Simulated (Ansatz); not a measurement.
## Band-structure calculation of GaN

The run: band-structure calculation of GaN (Fm-3m, 2 atoms in the cell). Method and program: DFT, r2SCAN, PAW with Ansatz's default frozen-core files, scalar-relativistic, no spin polarisation (Ansatz 0.2.0).

Its volume is 0.55 times that of the source entry. It belongs to a series of runs on one base structure; here: volume scaled by 0.55, PAW files. Figures and captions count atoms from 1; the log counts them from 0 in places.

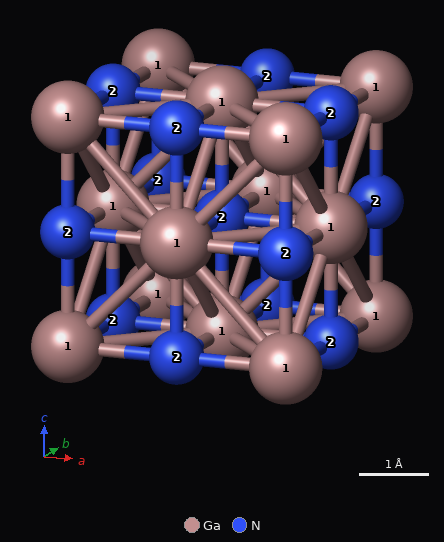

**Figure 1.** The structure (ball-and-stick view of the cell 4 times as large as that of the calculation, set on its symmetry axes, seen slightly off an axis; atoms are numbered from 1 in the order of the input).

## Input
```yaml
crystal:
  lattice:
    - [0.0, 1.7276226841, 1.7276226841]
    - [1.7276226841, 0.0, 1.7276226841]
    - [1.7276226841, 1.7276226841, 0.0]
  atoms:
    - { symbol: Ga, position: [0.0, 0.0, 0.0] }
    - { symbol: "N", position: [0.5, 0.5, 0.5] }
kpoints:
  mp_grid: { grid: [15, 15, 15] }
  band_path:
    path:
      - [0.0, 0.0, 0.0]
      - [0.5, 0.0, 0.5]
      - [0.625, 0.25, 0.625]
      - [0.375, 0.375, 0.75]
      - [0.0, 0.0, 0.0]
      - [0.5, 0.5, 0.5]
      - [0.5, 0.25, 0.75]
      - [0.5, 0.0, 0.5]
    npoints: 8
scf:
  occupations: { method: fermi_dirac, width: 0.1 }
hamiltonian:
  xc: r2scan
  pseudopotentials: { kind: paw }
output:
  forces: true
  stress: true
  eigenvalues: true
  populations: true
  dos: { projected: true, de: 0.2, e_range: [-14, 8] }
  write_density: true
  write_potential: true
  elf: true
  volumetric_format: npy
```

Hardware: 1 thread of Arm Neoverse V1, 24 GiB of memory available, shared host.

Launched with:
```bash
ansatz run input.yaml --threads 1 --pin off --max-ram 2048MiB --backend cpu --events-out ev --progress --plain --runs-dir out
```

## What the program printed
```
Engine: ansatz 0.2.0, aarch64-unknown-linux-gnu
Pseudopotentials: kind: paw
Pseudopotential: Ga, paw, valence charge 13, recommended cutoff 500 eV (meta_gga), Ga.paw.azcp
Pseudopotential: N, paw, valence charge 5, recommended cutoff 500 eV (meta_gga), N.paw.azcp
Functional definition: r2SCAN
  parameter k0 = 0.174
  parameter k1 = 0.065
  parameter a1 = 4.9479
  exchange = r2scan_x(k0 = k0, k1 = k1, a1 = a1)
  correlation = r2scan_c
Crystal: 2 atoms, lattice volume = 10.313 Å³
Basis set: ecut = 500 eV, 259 PW (Γ), exchange–correlation on 72×72×72 points (64 copies of the dense FFT grid, shifted against one another)
Bands: 13, of which v1, the nominal top of the filled ones, is band 9 counted from 1 (8 counted from 0)
Symmetry: 48 space group operations
Space group: Fm-3m (ITA 225), of the structure as read, at distance tolerance 2.2e-5 Å
k-points: 120 of 3375
Non-local potential: Ga, projectors of the file, l = 0: 2, l = 1: 2, l = 2: 3, l = 3: 1
Non-local potential: N, projectors of the file, l = 0: 2, l = 1: 2, l = 2: 1
PAW form: soft (Blöchl's): semilocal exchange-correlation on the pseudo side does not see the compensation charge
PAW frozen core: Ga, regenerated for the run's functional (the file was generated under x = pbe(κ = 0.804, μ = 0.2195149727645171), c = pbe(β = 0.06672455060314922))
PAW frozen core: N, regenerated for the run's functional (the file was generated under x = pbe(κ = 0.804, μ = 0.2195149727645171), c = pbe(β = 0.06672455060314922))
PAW one-centre angular grid: Ga, 590 points (default); XC on 160 Gauss nodes
PAW one-centre angular grid: N, 302 points (default); XC on 160 Gauss nodes
Initial density: superposition of atomic densities (neutral atoms: chi_scale 0, normalization atom), corrected by the library's trained network
Initial wavefunctions: pseudopotential atomic-orbital guess
Functional: x = r2scan, c = r2scan; τ floored in thin density (d = 2e-4 eV/Å³)
SCF iter   1: F=—  HF=-4165.996434 eV  |F-HF|=—  |Δ(HF+E_count)|=         —  Δρ=1.87e-1  dr2=7.87e-1  dr2_τ=6.29e-1  ethr=1.77e-3  ⟨swp⟩=5.6  Hψ=9627  notcnv=0
preconditioner: auto → none  [insulator: Δε(μ)=7.001 eV  Ē_g=28.891 eV  σ=0.100 eV  W_gap=1.00  n_scr=0 (ndim 8)  ℏωp=49.1 eV  f_vac=0.000  D(μ)=0.00/eV (n_scr^D=0)  ε∞_Penn≈3.9]
SCF iter   2: F=—  HF=-4166.863963 eV  |F-HF|=—  |Δ(HF+E_count)|=   8.68e-1  Δρ=1.05e-1  dr2=2.35e-1  dr2_τ=1.62e-2  ethr=1.77e-3  ⟨swp⟩=3.8  Hψ=4129  notcnv=0
SCF iter   3: F=—  HF=-4167.191216 eV  |F-HF|=—  |Δ(HF+E_count)|=   3.27e-1  Δρ=1.65e-2  dr2=2.26e-2  dr2_τ=2.46e-3  ethr=1.30e-3  ⟨swp⟩=3.0  Hψ=3456  notcnv=0
SCF iter   4: F=—  HF=-4167.160183 eV  |F-HF|=—  |Δ(HF+E_count)|=   3.10e-2  Δρ=3.11e-3  dr2=4.90e-4  dr2_τ=4.88e-5  ethr=1.26e-4  ⟨swp⟩=2.9  Hψ=3312  notcnv=0
SCF iter   5: F=—  HF=-4167.160203 eV  |F-HF|=—  |Δ(HF+E_count)|=   1.95e-5  Δρ=7.59e-4  dr2=1.85e-5  dr2_τ=5.15e-6  ethr=2.72e-6  ⟨swp⟩=2.4  Hψ=2899  notcnv=0
SCF iter   6: F=—  HF=-4167.160216 eV  |F-HF|=—  |Δ(HF+E_count)|=   1.33e-5  Δρ=9.57e-5  dr2=4.46e-7  dr2_τ=8.39e-8  ethr=1.03e-7  ⟨swp⟩=2.5  Hψ=2334  notcnv=0
SCF iter   7: F=-4167.160216 eV  HF=-4167.160216 eV  |F-HF|=1.80e-8  |Δ(HF+E_count)|=   9.51e-8  Δρ=1.61e-5  dr2=5.86e-9  dr2_τ=9.88e-10  ethr=5.56e-10  ⟨swp⟩=11.4  Hψ=12913  notcnv=0
SCF 1 converged in 7 iterations: F = -4167.160216 eV  dr2 = 5.86e-9
  greatest PAW one-centre occupation: 0.999 electrons in one spin orbital (limit 2), on the Ga atom at site 0 (counted from 0), in its partial waves of l = 2
NSCF: frozen V_eff on 57 k-points
SCF converged after 7 iterations
Free energy (F): -4167.160216 eV
Harris-Foulkes:  -4167.160216 eV  (|F-HF|=1.80e-8)
Internal energy: -4167.160216 eV  (E = F + TS)
E sigma→0 (E₀):  -4167.160216 eV
Fermi energy:    30.925663 eV
--- Per-component energies (eV) ---
  E_band       = 262.264346
  E_kinetic    = 288.941285
  E_local      = -1133.535565  (includes V_loc(G=0)·N_el)
  E_nonlocal   = 490.316564
  E_hartree    = 613.517565
  E_xc         = -134.576535
  E_vxc        = -161.458630  (∫ρ·V_xc dr)
  E_paw        = -2142.540176  (= ΣΔE_a)
  E_vpaw       = -457.570296  (= ΣTr[D̂ρ^β])
  E_aug_tail   = -0.000040  (compensation charges beyond the density's cutoff)
  E_vtau       = 8.534669  (kinetic-family band-sum trace: ∫τ·v_τ [+ j·A + Jᵃ·Aᵃ] dr)
  E_ewald      = -2148.600680
  E_core_change = -0.682634  (= ΣΔE_core)
  E_smearing   = -0.000000  (= −TS)
  E_closure    = 0.000000  (closes the sum)
  Σ components = -4167.160216   (vs F -4167.160216, Δ=0.00e0)
--- Forces (eV/Å), atoms counted from 1 ---
  atom   1  Ga    -0.00000000     0.00000000     0.00000000
  atom   2  N      0.00000000     0.00000000    -0.00000000
  max |Σ_I F_I| component: 7.63e-30 eV/Å
--- Stress (GPa, compression-positive) ---
      530.912972       0.000000      -0.000000
       -0.000000     530.912972       0.000000
        0.000000      -0.000000     530.912972
  P = ⅓ Tr σ = 530.9130 GPa (5309.130 kbar)
--- Band table (eV; the first three rows and the last of 120) ---
  k-point 0: bands = ["1.0933", "11.7151", "11.7151", "11.7151", "12.0952", "12.0952", "25.5717", "25.5717", "25.5717", "39.8050", "46.3828", "46.8523", "46.8523"]
  k-point 1: bands = ["1.2444", "11.6766", "11.7322", "11.7322", "12.0456", "12.0456", "25.1161", "25.6601", "25.6601", "40.0724", "44.2689", "46.8885", "46.8885"]
  k-point 2: bands = ["1.6929", "11.5611", "11.6928", "11.6928", "11.9998", "11.9998", "23.8954", "25.9084", "25.9084", "40.3479", "42.7696", "46.7439", "46.7439"]
  k-point 119: bands = ["6.4046", "10.9784", "11.1917", "11.3010", "12.9358", "16.5622", "17.6568", "18.5171", "21.3258", "39.4702", "41.8609", "42.9414", "46.0371"]
--- Löwdin populations: 2 sites ---
  site symbol       q [e]
     0     Ga     11.8964
     1      N      6.0265
  spilling = 0.004285 (of n_electrons = 18.000000)
```

## File dos.tsv
```
# E-E_F[eV]	g_bin_mean(E)[states/eV]	N(E)
# format = ansatz-dos/2
# fermi_ev = 30.925663
# fermi_mp_grid = 15 15 15
# fermi_mp_shift = 0 0 0
# g_bin_mean(E): the states in a bin one row spacing wide, centred on E, divided by that spacing. States that the method places at a single energy (under output.dos.method: tetrahedron, those of a tetrahedron whose four corners have one energy) are counted whole in the row whose bin holds that energy (on the edge of two bins, in the lower row). The sum of g_bin_mean over a run of rows, times the row spacing, is the number of states from half a spacing under the first of them to half a spacing over the last (a plain sum, not the trapezoid rule).
-14.000000	5.763891e-1	1.219322e1
-13.800000	6.878516e-1	1.232728e1
-13.600000	5.993063e-1	1.245671e1
-13.400000	5.837144e-1	1.257327e1
-13.200000	6.251409e-1	1.269725e1
-13.000000	4.806735e-1	1.280761e1
-12.800000	4.138212e-1	1.289563e1
-12.600000	3.911279e-1	1.297584e1
-12.400000	3.721889e-1	1.305149e1
-12.200000	3.598475e-1	1.312481e1
-12.000000	3.643234e-1	1.319612e1
-11.800000	4.008056e-1	1.327323e1
-11.600000	4.825175e-1	1.335839e1
-11.400000	5.327263e-1	1.346384e1
-11.200000	5.352187e-1	1.356926e1
-11.000000	5.130659e-1	1.367563e1
-10.800000	5.109433e-1	1.377787e1
-10.600000	4.993993e-1	1.387901e1
-10.400000	4.886860e-1	1.397733e1
-10.200000	4.867607e-1	1.407412e1
-10.000000	4.787898e-1	1.417127e1
-9.800000	5.001888e-1	1.426540e1
-9.600000	6.325954e-1	1.438253e1
-9.400000	6.049984e-1	1.450576e1
-9.200000	6.221608e-1	1.462858e1
-9.000000	6.262377e-1	1.475394e1
-8.800000	6.176242e-1	1.487858e1
-8.600000	5.928846e-1	1.499947e1
-8.400000	5.930096e-1	1.511780e1
-8.200000	6.005301e-1	1.523687e1
-8.000000	5.973843e-1	1.535721e1
-7.800000	5.927393e-1	1.547646e1
-7.600000	5.807441e-1	1.559345e1
-7.400000	5.818036e-1	1.570939e1
-7.200000	5.916654e-1	1.582695e1
-7.000000	5.859501e-1	1.594463e1
-6.800000	5.813500e-1	1.606169e1
-6.600000	5.801049e-1	1.617739e1
-6.400000	5.899608e-1	1.629440e1
-6.200000	5.832099e-1	1.641168e1
-6.000000	5.845184e-1	1.652871e1
-5.800000	5.950961e-1	1.664633e1
-5.600000	6.003954e-1	1.676531e1
-5.400000	5.842244e-1	1.688376e1
-5.200000	5.590795e-1	1.699921e1
-5.000000	5.617051e-1	1.711145e1
-4.800000	5.570127e-1	1.722262e1
-4.600000	5.629753e-1	1.733519e1
-4.400000	5.491649e-1	1.744643e1
-4.200000	5.401175e-1	1.755517e1
-4.000000	5.414265e-1	1.766304e1
-3.800000	5.957215e-1	1.777296e1
-3.600000	5.671358e-1	1.789781e1
-3.400000	2.503428e-1	1.798775e1
-3.200000	0.000000e0	1.800000e1
-3.000000	0.000000e0	1.800000e1
-2.800000	0.000000e0	1.800000e1
-2.600000	0.000000e0	1.800000e1
-2.400000	0.000000e0	1.800000e1
-2.200000	0.000000e0	1.800000e1
-2.000000	0.000000e0	1.800000e1
-1.800000	0.000000e0	1.800000e1
-1.600000	0.000000e0	1.800000e1
-1.400000	0.000000e0	1.800000e1
-1.200000	0.000000e0	1.800000e1
-1.000000	0.000000e0	1.800000e1
-0.800000	0.000000e0	1.800000e1
-0.600000	0.000000e0	1.800000e1
-0.400000	0.000000e0	1.800000e1
-0.200000	0.000000e0	1.800000e1
0.000000	0.000000e0	1.800000e1
0.200000	0.000000e0	1.800000e1
0.400000	0.000000e0	1.800000e1
0.600000	0.000000e0	1.800000e1
0.800000	0.000000e0	1.800000e1
1.000000	0.000000e0	1.800000e1
1.200000	0.000000e0	1.800000e1
1.400000	0.000000e0	1.800000e1
1.600000	0.000000e0	1.800000e1
1.800000	0.000000e0	1.800000e1
2.000000	0.000000e0	1.800000e1
2.200000	0.000000e0	1.800000e1
2.400000	0.000000e0	1.800000e1
2.600000	0.000000e0	1.800000e1
2.800000	0.000000e0	1.800000e1
3.000000	1.476089e-3	1.800000e1
3.200000	1.668609e-2	1.800154e1
3.400000	3.433681e-2	1.800660e1
3.600000	5.000376e-2	1.801531e1
3.800000	5.755237e-2	1.802601e1
4.000000	6.863369e-2	1.803855e1
4.200000	8.454006e-2	1.805375e1
4.400000	1.024579e-1	1.807246e1
4.600000	1.216308e-1	1.809463e1
4.800000	1.564719e-1	1.812202e1
5.000000	2.031742e-1	1.815794e1
5.200000	2.397062e-1	1.820247e1
5.400000	2.800338e-1	1.825425e1
5.600000	3.230206e-1	1.831468e1
5.800000	3.612284e-1	1.838306e1
6.000000	4.171640e-1	1.845980e1
6.200000	5.492475e-1	1.855453e1
6.400000	6.460419e-1	1.867717e1
6.600000	6.662552e-1	1.880931e1
6.800000	6.507976e-1	1.894162e1
7.000000	6.358016e-1	1.906981e1
7.200000	6.349861e-1	1.919686e1
7.400000	6.318567e-1	1.932338e1
7.600000	6.466593e-1	1.945042e1
7.800000	6.984179e-1	1.958489e1
8.000000	6.927640e-1	1.972585e1
```

## File populations.tsv
```
# site	symbol	l	j	q
# orbitals = lowdin
# n_electrons = 18.000000
# spilling = 0.004285
0	Ga	0_4S	-	0.573068
0	Ga	1_4P	-	1.359038
0	Ga	2_3D	-	9.964252
1	N	0_2S	-	1.291601
1	N	1_2P	-	4.734909
```

## File rho_z.tsv
```
# z_ang	rho[e/angstrom^3]
# format = ansatz-planar-average/11
# lattice	0.000000000	1.727622684	1.727622684
# lattice	1.727622684	0.000000000	1.727622684
# lattice	1.727622684	1.727622684	0.000000000
# sites	2
# site	31	0.000000000	0.000000000	0.000000000
# site	7	1.727622684	1.727622684	1.727622684
0.000000	3.533420e0
0.135735	3.182780e0
0.271470	2.394800e0
0.407205	1.660649e0
0.542939	1.247550e0
0.678674	1.128623e0
0.814409	1.162879e0
0.950144	1.233044e0
1.085879	1.282377e0
1.221614	1.298441e0
1.357349	1.282377e0
1.493083	1.233044e0
1.628818	1.162879e0
1.764553	1.128623e0
1.900288	1.247550e0
2.036023	1.660649e0
2.171758	2.394800e0
2.307493	3.182780e0
```

## File v_z.tsv
```
# z_ang	v_es[eV]	v_tot[eV]
# format = ansatz-planar-average/11
# xc	r2scan
# density_cutoff_ev	2000
# datasets	Ga=:simpson_from_first_knot:soft:shift=0	N=:simpson_from_first_knot:soft:shift=0
# lattice	0.000000000	1.727622684	1.727622684
# lattice	1.727622684	0.000000000	1.727622684
# lattice	1.727622684	1.727622684	0.000000000
# sites	2
# site	31	0.000000000	0.000000000	0.000000000
# site	7	1.727622684	1.727622684	1.727622684
0.000000	1.292194e1	-1.673321e0
0.135735	1.300292e1	-1.717069e0
0.271470	1.319235e1	-1.787301e0
0.407205	1.309440e1	-2.263641e0
0.542939	1.246826e1	-3.345671e0
0.678674	1.153869e1	-4.698267e0
0.814409	1.066311e1	-5.954613e0
0.950144	1.010971e1	-6.652621e0
1.085879	9.921013e0	-6.819087e0
1.221614	9.912718e0	-6.830721e0
1.357349	9.921013e0	-6.819087e0
1.493083	1.010971e1	-6.652621e0
1.628818	1.066311e1	-5.954613e0
1.764553	1.153869e1	-4.698267e0
1.900288	1.246826e1	-3.345671e0
2.036023	1.309440e1	-2.263641e0
2.171758	1.319235e1	-1.787301e0
2.307493	1.300292e1	-1.717069e0
```

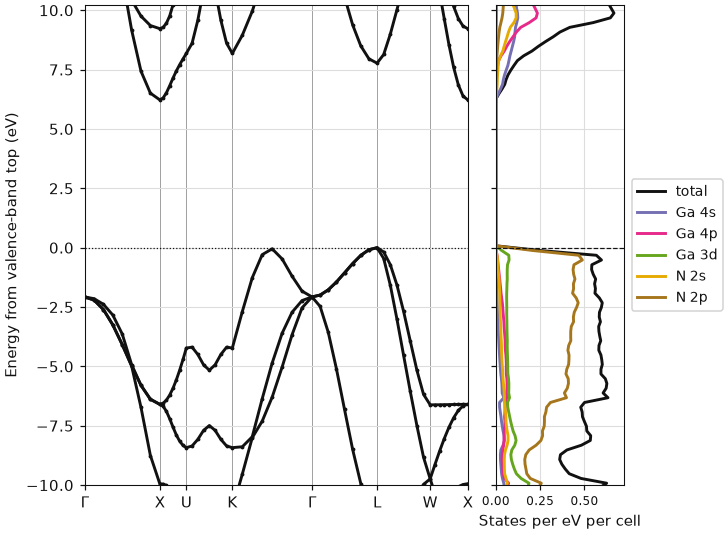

**Figure 2.** Band structure along Γ–X–U–K–Γ–L–W–X and density of states (projected on Löwdin-orthogonalised atomic shells), with energies from the valence-band top. There is a gap of 6.23 eV on this path, indirect, from L to X.

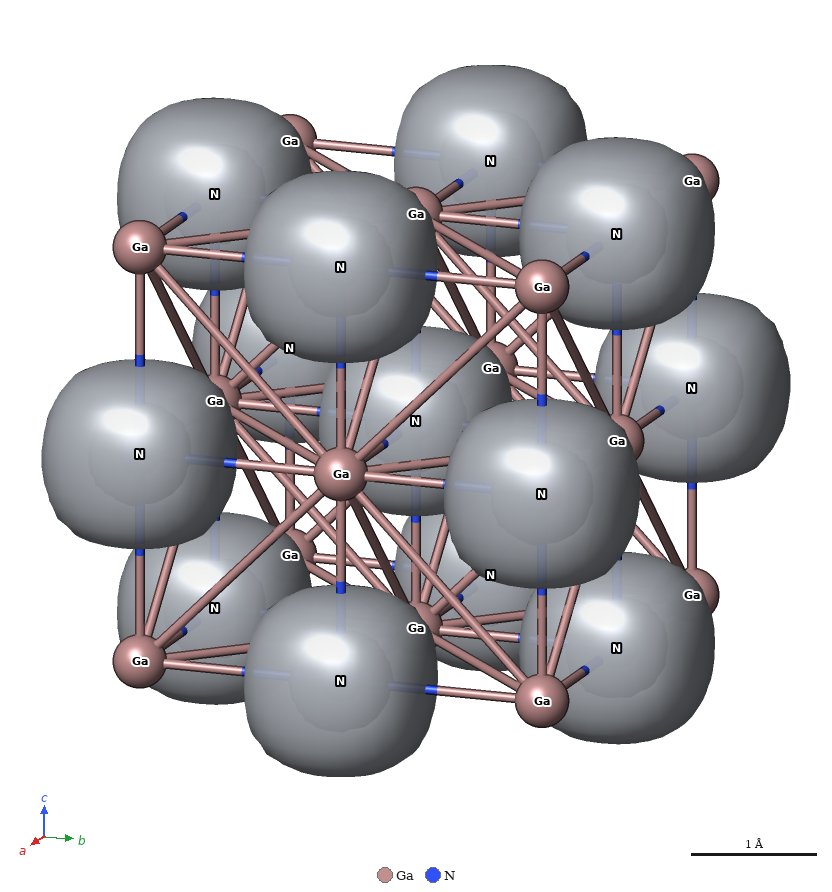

**Figure 3.** Isosurface of the electron localisation function at 0.65 (grey), seen slightly off an axis. Core shells and regions of very low density are left out. Sticks mark near contacts. The outline is the cell set on symmetry axes. Along the contacts the grid gives the following. Ga–N (1.73 Å): the ELF is about 0.40 at the midpoint. Ga–Ga (2.44 Å): the ELF is about 0.20 at the midpoint. The fields are those of the smooth PAW valence density.

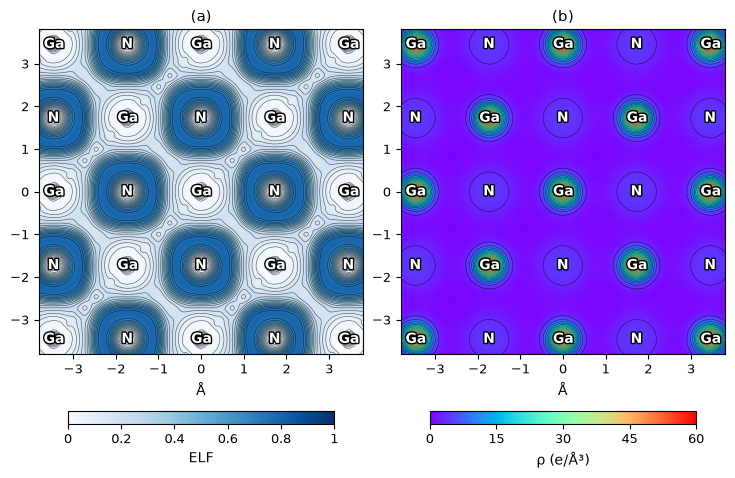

**Figure 4.** (a) ELF; (b) valence electron density on the (100) plane of the conventional cell. Atoms in the plane: Ga and N. Ga–N (1.73 Å): ρ is about 1.1 e/Å³ halfway; the ELF is about 0.40 at the midpoint. Ga–Ga (2.44 Å): ρ at the midpoint is about 0.45 e/Å³; the ELF is about 0.20 at the midpoint. Away from the nuclei the density in this plane falls to 0.45 e/Å³ at its lowest. The strong features right at Ga lie inside the PAW spheres (semicore, d or f shells) and say nothing about bonding.

## Key numbers

| quantity | value |
| --- | --- |
| outcome | converged |
| space group (tolerance 0.01 Å) | Fm-3m (225) |
| electrons treated | 18 |
| free energy | −4167.1602 eV |
| Fermi energy | 30.926 eV |
| gap on the k-point mesh | 6.33 eV |
| pressure | 530.91 GPa |
| largest force (length of the vector) | under 0.001 eV/Å |
| wall time | 5 s |
| peak memory | 0.31 GiB |

The cell is under a pressure of 531 GPa at this level, so it is not at its equilibrium volume.
